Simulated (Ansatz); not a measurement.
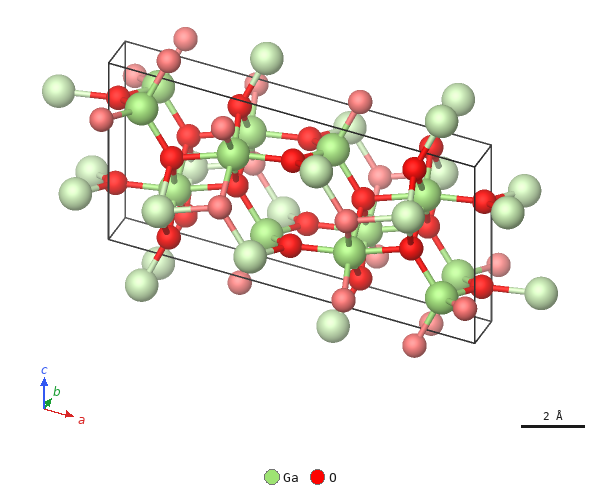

Figure 1. The structure as given in the input (ball-and-stick view of the cell 2 times as large as that of the calculation, set on its symmetry axes, seen slightly off an axis; neighbours outside the cell are drawn fainter). Near neighbours in the crystal (not all of them lie inside the picture): Ga has 6 O at 1.94 to 2.08 Å; Ga has 4 O at 1.84 to 1.87 Å; O has 3 Ga at 1.84 to 1.95 Å; O has 4 Ga at 1.87 to 2.08 Å.

**Geometry relaxation, with input and output: Ga2O3 (part 1 of 3)**

- system: Ga2O3 (10 atoms in the cell)
- method: DFT PBE, scalar-relativistic, plane waves, PAW, no spin polarisation (Ansatz 0.2.0)

The structure derives from a Materials Project entry.

### The input
```yaml
crystal:
  lattice:
    - [6.1402367086, -1.5237836756, 0.0]
    - [6.1402367086, 1.5237836756, 0.0]
    - [-1.3841308865, 0.0, 5.6503488592]
  atoms:
    - { symbol: Ga, position: [0.3411617, 0.3411617, 0.68526966] }
    - { symbol: Ga, position: [0.6588383, 0.6588383, 0.31473034] }
    - { symbol: Ga, position: [0.9095256, 0.9095256, 0.205214] }
    - { symbol: Ga, position: [0.0904744, 0.0904744, 0.794786] }
    - { symbol: O, position: [0.50353087, 0.50353087, 0.74333591] }
    - { symbol: O, position: [0.49646913, 0.49646913, 0.25666409] }
    - { symbol: O, position: [0.82662894, 0.82662894, 0.43676984] }
    - { symbol: O, position: [0.17337106, 0.17337106, 0.56323016] }
    - { symbol: O, position: [0.16450498, 0.16450498, 0.10915408] }
    - { symbol: O, position: [0.83549502, 0.83549502, 0.89084592] }
basis:
  ecutwfc: 420
kpoints:
  mp_grid: { grid: [8, 8, 4] }
hamiltonian:
  xc: pbe
scf:
  occupations: { method: gaussian, width: 0.02 }
output:
  forces: true
  stress: true
  eigenvalues: true
  write_density: true
  write_potential: true
  elf: true
  volumetric_format: npy
relax:
  adjacent_minimum: "off"
  f_tol: 0.005
  max_steps: 80
  cell: { stress_tol: 0.05 }
```

Machine: 8 threads of Arm Neoverse V1, 24 GiB of memory available, shared host.

Launched with:
```bash
ansatz run input.yaml --threads 8 --pin off --max-ram 16384MiB --backend cpu --events-out ev --progress --plain --runs-dir out
```

### Output
```
basis.fft_grid_basis auto: the FFT boxes are laid along the combinations [[1, -1, 0], [0, 1, 0], [0, 0, 1]] of the cell's own vectors, 3.048, 6.326 and 5.817 Å long. The dense box has 24×45×40 points. Along the cell's own vectors, as sized, it would have 45×45×40, 1.88 times as many. Of the 4 symmetry operations that the crystal satisfies within crystal.symmetry.tolerance (time reversal apart; of a slab, those that keep its plane) the dense box along the cell's own vectors carries 4, and the one as laid loses 2 of those. basis.fft_grid_basis: typed keeps the cell's own vectors: state it where this run's energies or levels are differenced outside the engine with another run's, or held beside a run that keeps those vectors. Those combinations have planes normal to reciprocal vector 3, as the cell's own vectors have. Each planar average written beside output.write_density, output.write_potential has a row for each plane of the box: 40. The volumetric files lie along those combinations, not along the cell's own vectors: a cube or XSF file states them, and fields.json those of NumPy files.
Engine: ansatz 0.2.0, aarch64-unknown-linux-gnu
Pseudopotentials: kind: paw
Pseudopotential: Ga, paw, valence charge 13, recommended cutoff 420 eV (normal), Ga.paw.azcp
Pseudopotential: O, paw, valence charge 6, recommended cutoff 420 eV (normal), O.paw.azcp
Functional definition: PBE
  parameter kappa = 0.804
  parameter beta = 0.06672455060314922
  exchange = pbe_x(kappa = kappa, mu = beta*pi^2/3)
  correlation = pbe_c(beta = beta)
Crystal: 10 atoms, lattice volume = 105.734 Å³
Basis set: ecut = 420 eV, 2047 PW (Γ), FFT grids on a1−a2, a2, a3, exchange–correlation on 48×90×80 points (8 copies of the dense FFT grid, shifted against one another)
Bands: 54, of which v1, the nominal top of the filled ones, is band 44 counted from 1 (43 counted from 0)
Symmetry: 4 space group operations
Space group: C2/m (ITA 12), of the structure as read, at distance tolerance 4.7e-5 Å
k-points: 78 of 256
Non-local potential: Ga, projectors of the file, l = 0: 2, l = 1: 2, l = 2: 3, l = 3: 1
Non-local potential: O, projectors of the file, l = 0: 2, l = 1: 2, l = 2: 1
PAW form: soft (Blöchl's): semilocal exchange-correlation on the pseudo side does not see the compensation charge
PAW one-centre angular grid: Ga, 590 points (default); XC on 64 Gauss nodes
PAW one-centre angular grid: O, 110 points (default); XC on 64 Gauss nodes
Initial density: superposition of atomic densities (neutral atoms: chi_scale 0, normalization atom), corrected by the library's trained network
Initial wavefunctions: pseudopotential atomic-orbital guess
Functional: x = pbe(κ = 0.804, μ = 0.2195149727645171), c = pbe(β = 0.06672455060314922)
SCF iter   1: F=—  HF=-18540.039105 eV  |F-HF|=—  |Δ(HF+E_count)|=         —  Δρ=1.11e-3  dr2=4.12e-4  ethr=1.77e-3  ⟨swp⟩=6.2  Hψ=15519  notcnv=0  defer=8
preconditioner: auto → Resta (q_TF=auto, 2.646 Å⁻¹)  ε∞=4.7  [insulator: Δε(μ)=2.307 eV  Ē_g=17.727 eV  σ=0.020 eV  W_gap=1.00  n_scr=34 (ndim 8)  ℏωp=33.9 eV  f_vac=0.015  D(μ)=0.00/eV (n_scr^D=0)  ε∞_Penn≈4.7]
SCF iter   2: F=—  HF=-18540.040133 eV  |F-HF|=—  |Δ(HF+E_count)|=   1.03e-3  Δρ=5.88e-4  dr2=1.33e-4  ethr=4.68e-7  ⟨swp⟩=2.8  Hψ=8759  notcnv=0  defer=213
SCF iter   3: F=—  HF=-18540.040578 eV  |F-HF|=—  |Δ(HF+E_count)|=   4.45e-4  Δρ=2.21e-4  dr2=3.73e-5  ethr=1.51e-7  ⟨swp⟩=2.0  Hψ=7338  notcnv=0  defer=213
SCF iter   4: F=—  HF=-18540.040681 eV  |F-HF|=—  |Δ(HF+E_count)|=   1.04e-4  Δρ=6.22e-5  dr2=3.57e-6  ethr=4.23e-8  ⟨swp⟩=2.0  Hψ=6895  notcnv=0  defer=213
SCF iter   5: F=—  HF=-18540.040684 eV  |F-HF|=—  |Δ(HF+E_count)|=   2.76e-6  Δρ=2.85e-5  dr2=8.34e-7  ethr=4.06e-9  ⟨swp⟩=2.0  Hψ=6774  notcnv=0  defer=213
SCF iter   6: F=—  HF=-18540.040685 eV  |F-HF|=—  |Δ(HF+E_count)|=   3.55e-7  Δρ=1.45e-5  dr2=1.72e-7  ethr=9.48e-10  ⟨swp⟩=2.0  Hψ=7248  notcnv=0  defer=213
SCF iter   7: F=-18540.040685 eV  HF=-18540.040685 eV  |F-HF|=7.84e-9  |Δ(HF+E_count)|=   4.50e-8  Δρ=3.94e-6  dr2=1.05e-8  ethr=1.14e-10  ⟨swp⟩=12.9  Hψ=28025  notcnv=0
SCF 1 converged in 7 iterations: F = -18540.040685 eV  dr2 = 1.05e-8
  greatest PAW one-centre occupation: 0.998 electrons in one spin orbital (limit 2), on the Ga atom at site 1 (counted from 0), in its partial waves of l = 2
relax step   1: F+E_penalty+E_count = -18540.04068463 eV  Δ(F+E_penalty+E_count) = +0.000e0 eV  max|allowed force component| = 1.519e-1 eV/Å  Δτ_max = 0.0000 Å  P = +6.744 GPa  Ω = 105.734 Å³  (7 SCF iters, dr2 threshold 1.00e-7 eV, accepted)
Crystal: 10 atoms, lattice volume = 107.975 Å³
Basis set: ecut = 420 eV, 2089 PW (Γ), FFT grids on a1−a2, a2, a3, exchange–correlation on 48×90×80 points (8 copies of the dense FFT grid, shifted against one another)
Initial density: handed on by an earlier stage of this run
Initial wavefunctions: those handed on with the density
iter 1 solved again at ethr=1.28e-5 eV; its pass at ethr=3.10e-3 eV (dr2=1.13e-2 eV) is discarded
SCF iter   1: F=—  HF=-18540.094778 eV  |F-HF|=—  |Δ(HF+E_count)|=         —  Δρ=3.93e-3  dr2=1.12e-2  ethr=1.28e-5  ⟨swp⟩=2.9  Hψ=19889  notcnv=0
preconditioner: auto → Resta (q_TF=auto, 2.637 Å⁻¹)  ε∞=4.7  [insulator: Δε(μ)=2.126 eV  Ē_g=17.531 eV  σ=0.020 eV  W_gap=1.00  n_scr=34 (ndim 8)  ℏωp=33.5 eV  f_vac=0.020  D(μ)=0.00/eV (n_scr^D=0)  ε∞_Penn≈4.7]
SCF iter   2: F=—  HF=-18540.091866 eV  |F-HF|=—  |Δ(HF+E_count)|=   2.91e-3  Δρ=1.37e-3  dr2=1.14e-3  ethr=1.27e-5  ⟨swp⟩=2.6  Hψ=8323  notcnv=0
SCF iter   3: F=—  HF=-18540.091836 eV  |F-HF|=—  |Δ(HF+E_count)|=   2.97e-5  Δρ=6.28e-4  dr2=3.31e-4  ethr=1.30e-6  ⟨swp⟩=1.0  Hψ=4212  notcnv=0
SCF iter   4: F=—  HF=-18540.092010 eV  |F-HF|=—  |Δ(HF+E_count)|=   1.74e-4  Δρ=1.68e-4  dr2=2.36e-5  ethr=3.76e-7  ⟨swp⟩=2.4  Hψ=7708  notcnv=0
SCF iter   5: F=—  HF=-18540.092019 eV  |F-HF|=—  |Δ(HF+E_count)|=   9.17e-6  Δρ=1.02e-4  dr2=8.76e-6  ethr=2.68e-8  ⟨swp⟩=2.0  Hψ=7594  notcnv=0
SCF iter   6: F=-18540.092019 eV  HF=-18540.092019 eV  |F-HF|=2.16e-7  |Δ(HF+E_count)|=   4.45e-7  Δρ=1.74e-5  dr2=2.66e-7  ethr=1.14e-9  ⟨swp⟩=8.3  Hψ=32264  notcnv=0
SCF 2 converged in 6 iterations: F = -18540.092019 eV  dr2 = 2.66e-7
relax step   2: F+E_penalty+E_count = -18540.09201899 eV  Δ(F+E_penalty+E_count) = -5.133e-2 eV  max|allowed force component| = 8.972e-2 eV/Å  Δτ_max = 0.0124 Å  P = +2.634 GPa  Ω = 107.975 Å³  energy of the carried Pulay correction = -1.063e-2 eV  (6 SCF iters, dr2 threshold 1.00e-6 eV, accepted)
Crystal: 10 atoms, lattice volume = 109.375 Å³
Basis set: ecut = 420 eV, 2133 PW (Γ), FFT grids on a1−a2, a2, a3, exchange–correlation on 48×90×80 points (8 copies of the dense FFT grid, shifted against one another)
iter 1 solved again at ethr=5.26e-6 eV; its pass at ethr=3.10e-3 eV (dr2=4.63e-3 eV) is discarded
SCF iter   1: F=—  HF=-18540.098923 eV  |F-HF|=—  |Δ(HF+E_count)|=         —  Δρ=2.39e-3  dr2=4.47e-3  ethr=5.26e-6  ⟨swp⟩=2.6  Hψ=19966  notcnv=0
preconditioner: auto → Resta (q_TF=auto, 2.631 Å⁻¹)  ε∞=4.6  [insulator: Δε(μ)=2.024 eV  Ē_g=17.434 eV  σ=0.020 eV  W_gap=1.00  n_scr=34 (ndim 8)  ℏωp=33.3 eV  f_vac=0.021  D(μ)=0.00/eV (n_scr^D=0)  ε∞_Penn≈4.6]
SCF iter   2: F=—  HF=-18540.097700 eV  |F-HF|=—  |Δ(HF+E_count)|=   1.22e-3  Δρ=7.34e-4  dr2=3.85e-4  ethr=5.08e-6  ⟨swp⟩=2.7  Hψ=8383  notcnv=0
SCF iter   3: F=—  HF=-18540.097829 eV  |F-HF|=—  |Δ(HF+E_count)|=   1.29e-4  Δρ=3.59e-4  dr2=1.24e-4  ethr=4.37e-7  ⟨swp⟩=1.0  Hψ=4212  notcnv=0
SCF iter   4: F=—  HF=-18540.097850 eV  |F-HF|=—  |Δ(HF+E_count)|=   2.15e-5  Δρ=8.22e-5  dr2=5.44e-6  ethr=1.41e-7  ⟨swp⟩=2.1  Hψ=7214  notcnv=0
SCF iter   5: F=—  HF=-18540.097855 eV  |F-HF|=—  |Δ(HF+E_count)|=   4.79e-6  Δρ=5.25e-5  dr2=2.33e-6  ethr=1.14e-9  ⟨swp⟩=11.3  Hψ=39363  notcnv=0
SCF iter   6: F=-18540.097854 eV  HF=-18540.097854 eV  |F-HF|=9.57e-8  |Δ(HF+E_count)|=   9.79e-7  Δρ=1.10e-5  dr2=9.39e-8  ethr=1.14e-9  ⟨swp⟩=10.0  Hψ=37732  notcnv=0
SCF 3 converged in 6 iterations: F = -18540.097854 eV  dr2 = 9.39e-8
relax step   3: F+E_penalty+E_count = -18540.09785424 eV  Δ(F+E_penalty+E_count) = -5.835e-3 eV  max|allowed force component| = 2.334e-2 eV/Å  Δτ_max = 0.0038 Å  P = +0.135 GPa  Ω = 109.375 Å³  energy of the carried Pulay correction = -1.716e-2 eV  (6 SCF iters, dr2 threshold 1.00e-6 eV, accepted)
Crystal: 10 atoms, lattice volume = 109.450 Å³
Basis set: ecut = 420 eV, 2137 PW (Γ), FFT grids on a1−a2, a2, a3, exchange–correlation on 48×90×80 points (8 copies of the dense FFT grid, shifted against one another)
iter 1 solved again at ethr=2.09e-7 eV; its pass at ethr=3.10e-3 eV (dr2=1.84e-4 eV) is discarded
SCF iter   1: F=—  HF=-18540.097637 eV  |F-HF|=—  |Δ(HF+E_count)|=         —  Δρ=7.44e-4  dr2=1.84e-4  ethr=2.09e-7  ⟨swp⟩=2.2  Hψ=16025  notcnv=0
preconditioner: auto → Resta (q_TF=auto, 2.631 Å⁻¹)  ε∞=4.6  [insulator: Δε(μ)=2.029 eV  Ē_g=17.445 eV  σ=0.020 eV  W_gap=1.00  n_scr=34 (ndim 8)  ℏωp=33.3 eV  f_vac=0.019  D(μ)=0.00/eV (n_scr^D=0)  ε∞_Penn≈4.6]
SCF iter   2: F=—  HF=-18540.097726 eV  |F-HF|=—  |Δ(HF+E_count)|=   8.87e-5  Δρ=3.60e-4  dr2=4.26e-5  ethr=2.09e-7  ⟨swp⟩=2.4  Hψ=7230  notcnv=0
SCF iter   3: F=—  HF=-18540.097724 eV  |F-HF|=—  |Δ(HF+E_count)|=   2.08e-6  Δρ=7.15e-5  dr2=4.45e-6  ethr=4.84e-8  ⟨swp⟩=2.4  Hψ=7516  notcnv=0
SCF iter   4: F=—  HF=-18540.097724 eV  |F-HF|=—  |Δ(HF+E_count)|=   6.25e-8  Δρ=2.54e-5  dr2=7.17e-7  ethr=5.05e-9  ⟨swp⟩=2.0  Hψ=7188  notcnv=0
SCF iter   5: F=—  HF=-18540.097724 eV  |F-HF|=—  |Δ(HF+E_count)|=   1.78e-7  Δρ=1.88e-5  dr2=2.97e-7  ethr=2.23e-10  ⟨swp⟩=10.4  Hψ=30245  notcnv=0
SCF iter   6: F=-18540.097724 eV  HF=-18540.097724 eV  |F-HF|=9.86e-9  |Δ(HF+E_count)|=   6.37e-8  Δρ=2.86e-6  dr2=9.45e-9  ethr=2.23e-10  ⟨swp⟩=8.1  Hψ=25969  notcnv=0
SCF 4 converged in 6 iterations: F = -18540.097724 eV  dr2 = 9.45e-9
relax step   4: F+E_penalty+E_count = -18540.09772429 eV  Δ(F+E_penalty+E_count) = +1.299e-4 eV  max|allowed force component| = 1.605e-2 eV/Å  Δτ_max = 0.0032 Å  P = -0.019 GPa  Ω = 109.450 Å³  energy of the carried Pulay correction = -1.751e-2 eV  (6 SCF iters, dr2 threshold 1.96e-7 eV, accepted)
Crystal: 10 atoms, lattice volume = 109.440 Å³
iter 1 solved again at ethr=2.65e-7 eV; its pass at ethr=3.10e-3 eV (dr2=2.33e-4 eV) is discarded
SCF iter   1: F=—  HF=-18540.097774 eV  |F-HF|=—  |Δ(HF+E_count)|=         —  Δρ=8.16e-4  dr2=2.31e-4  ethr=2.65e-7  ⟨swp⟩=3.1  Hψ=16220  notcnv=0
preconditioner: auto → Resta (q_TF=auto, 2.631 Å⁻¹)  ε∞=4.6  [insulator: Δε(μ)=2.031 eV  Ē_g=17.447 eV  σ=0.020 eV  W_gap=1.00  n_scr=34 (ndim 8)  ℏωp=33.3 eV  f_vac=0.019  D(μ)=0.00/eV (n_scr^D=0)  ε∞_Penn≈4.6]
SCF iter   2: F=—  HF=-18540.097713 eV  |F-HF|=—  |Δ(HF+E_count)|=   6.12e-5  Δρ=3.88e-4  dr2=4.98e-5  ethr=2.62e-7  ⟨swp⟩=2.9  Hψ=5959  notcnv=0
SCF iter   3: F=—  HF=-18540.097836 eV  |F-HF|=—  |Δ(HF+E_count)|=   1.24e-4  Δρ=6.40e-5  dr2=3.18e-6  ethr=5.66e-8  ⟨swp⟩=2.5  Hψ=7814  notcnv=0
SCF iter   4: F=—  HF=-18540.097833 eV  |F-HF|=—  |Δ(HF+E_count)|=   3.83e-6  Δρ=2.15e-5  dr2=4.95e-7  ethr=3.61e-9  ⟨swp⟩=2.0  Hψ=7527  notcnv=0
SCF iter   5: F=—  HF=-18540.097833 eV  |F-HF|=—  |Δ(HF+E_count)|=   2.31e-7  Δρ=7.70e-6  dr2=6.39e-8  ethr=5.62e-10  ⟨swp⟩=2.0  Hψ=5584  notcnv=0
SCF iter   6: F=-18540.097833 eV  HF=-18540.097833 eV  |F-HF|=8.39e-9  |Δ(HF+E_count)|=   3.45e-8  Δρ=3.08e-6  dr2=8.49e-9  ethr=1.83e-11  ⟨swp⟩=7.4  Hψ=25273  notcnv=0
SCF 5 converged in 6 iterations: F = -18540.097833 eV  dr2 = 8.49e-9
relax step   5: F+E_penalty+E_count = -18540.09783291 eV  Δ(F+E_penalty+E_count) = -1.086e-4 eV  max|allowed force component| = 9.091e-3 eV/Å  Δτ_max = 0.0029 Å  P = +0.000 GPa  Ω = 109.440 Å³  energy of the carried Pulay correction = -1.746e-2 eV  (6 SCF iters, dr2 threshold 1.61e-8 eV, accepted)
iter 1 solved again at ethr=1.94e-8 eV; its pass at ethr=3.10e-3 eV (dr2=1.71e-5 eV) is discarded
```
